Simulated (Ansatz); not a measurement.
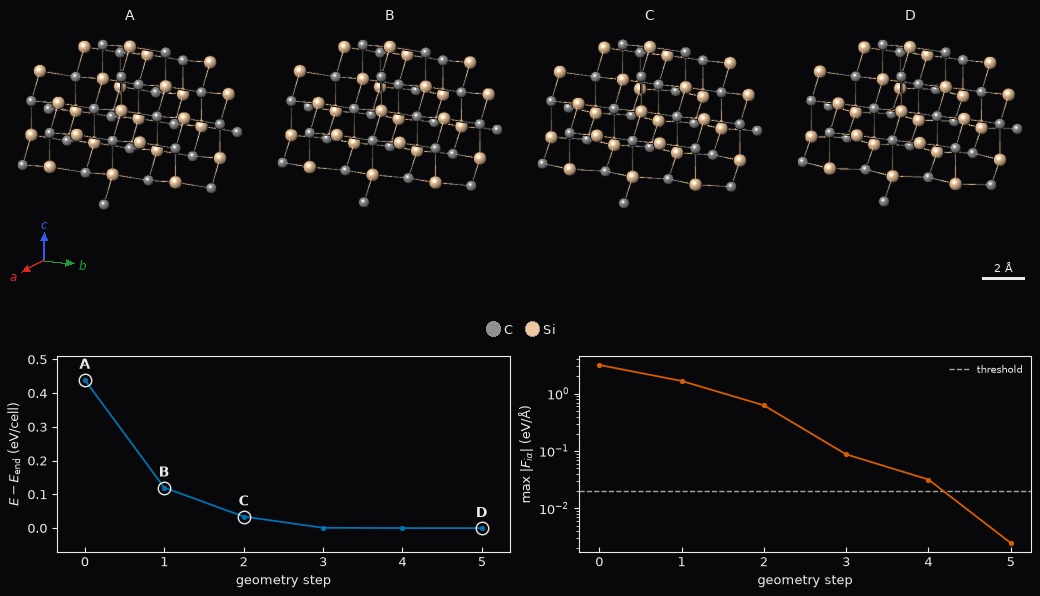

Frames of a relaxation of a slab of composition SiC (cut from the F-43m phase), marked on the history of the run. The picture is a ball-and-stick view of the atoms within 5.8 Å of the atom that moves most (axes of the 2 × 3 repeat of the cell, outlined in the plane, without the vacuum), seen from a free direction.

Case: (1 1 1) slab, atoms relaxed. The slab is the (1 1 1) face of SiC.

Level of theory: DFT r2SCAN, scalar-relativistic, plane waves, PAW (Ansatz). Set-up: plane-wave cutoff 500 eV; k-point mesh 9 × 9 × 1; occupations gaussian; smearing width 0.05 eV; no spin polarisation; dipole correction; atoms relaxed in a fixed cell; force threshold 0.02 eV/Å; at most 60 steps.

Question: What happens along the run?

Answer: Over 5 geometry steps the energy falls by 0.440 eV per cell of the calculation. The largest force component goes from 3.2 to 0.0025 eV/Å. The atom that moves furthest relative to the layer's centre is a C atom (0.17 Å along the normal (+c)). By element the largest moves are C 0.17 Å, Si 0.09 Å. The lattice vectors keep their values. Among the contacts that change: C–Si 1.886 → 2.001 Å, C–Si 1.886 → 1.815 Å, C–Si 1.886 → 1.925 Å, C–Si 1.886 → 1.870 Å. Among the angles between lasting bonds that change: C–Si–C 109.5° → 101.5°, C–Si–C 109.5° → 116.1°, Si–C–Si 109.5° → 116.1°. The run may lie on a higher electronic state than the lowest, so the end point isn't shown to be the ground-state structure. The run took 5.2 min on 1 thread of Arm Neoverse N1, on a shared host, peak memory 0.83 GiB. From step 0 to 1: a C atom moves most (0.13 Å), energy −0.320 eV per cell of the calculation. From step 1 to 2: a Si atom moves most (0.12 Å), energy −85.7 meV per cell of the calculation. From step 2 to 5: a C atom moves most (0.10 Å), energy −34.3 meV per cell of the calculation.

```csv
step,"E − E(0), meV/atom","largest force component, eV/Å"
0,0.00,3.1699
1,-31.97,1.6700
2,-40.54,0.6278
3,-43.88,0.0876
4,-43.96,0.0319
5,-43.97,0.0025
```
